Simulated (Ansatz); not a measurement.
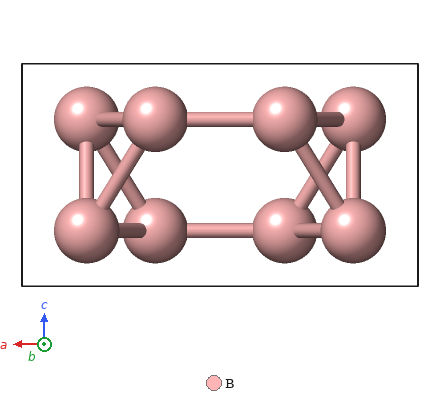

B (Cmcm, No. 63): the geometry relaxed with DFT PBE, scalar-relativistic, plane waves, PAW in Ansatz; the starting structure was generated, so it need not be a known form of this composition.

```
CELL_PARAMETERS angstrom
5.30596 0.00000 0.00000
0.00000 3.32726 0.00000
0.00000 0.00000 2.98321
ATOMIC_POSITIONS crystal
B 0.66332 0.15149 0.25000
B 0.66332 0.84851 0.75000
B 0.33668 0.15149 0.25000
B 0.33668 0.84851 0.75000
B 0.16332 0.65149 0.25000
B 0.16332 0.34851 0.75000
B 0.83668 0.65149 0.25000
B 0.83668 0.34851 0.75000
```

### What will a HAADF-like image along [010] show? Simulated incoherent Z contrast: every atom adds Z^1.7 spread by a probe of 0.56 Å full width; channelling and multiple scattering are left out. The probe carries 15 % of its weight in a tail 2.5 times as wide. The display is stretched by a gamma of 0.65; percentages refer to the linear signal. Shot noise was added.

The columns repeat on a rectangular net of 1.49 × 2.65 Å (plane group p2mm). All columns are alike (B). The shortest distance between visible columns is 0.92 Å in projection. Along the beam the structure repeats every 3.33 Å.

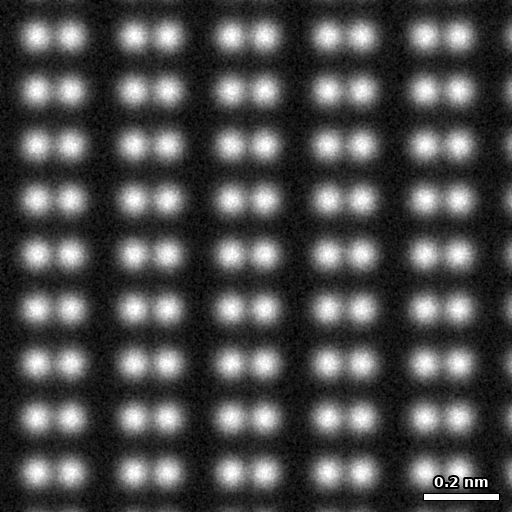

The simulated image.
